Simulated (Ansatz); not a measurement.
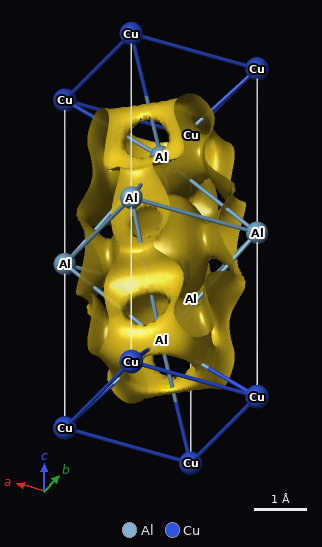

Figure 1: Al$_{3}$Cu. Isosurface of the electron localisation function at 0.55 (yellow), seen at an oblique angle. Core shells and regions of very low density are left out. Sticks mark near contacts.

Space group P4/mmm; a structure from a database of computed crystals, not necessarily the ambient phase; computed without spin polarisation.

These are results of Ansatz 0.2.0, DFT LDA, scalar-relativistic, plane waves, PAW, not measurements.

In a PAW calculation such maps are meaningful between the atoms, not at the nuclei.

Question: What do the ELF domains correspond to?

Answer: The ELF exceeds this value in sheets that run through the cell in two directions, counted in one cell of 4 atoms. Any copies at cell faces, edges or corners count once. Along the contacts the grid gives the following. Al–Cu (2.56 Å): the ELF is about 0.45 at the midpoint. Al–Al (2.76 Å): the ELF peaks at about 0.60 between the atoms.
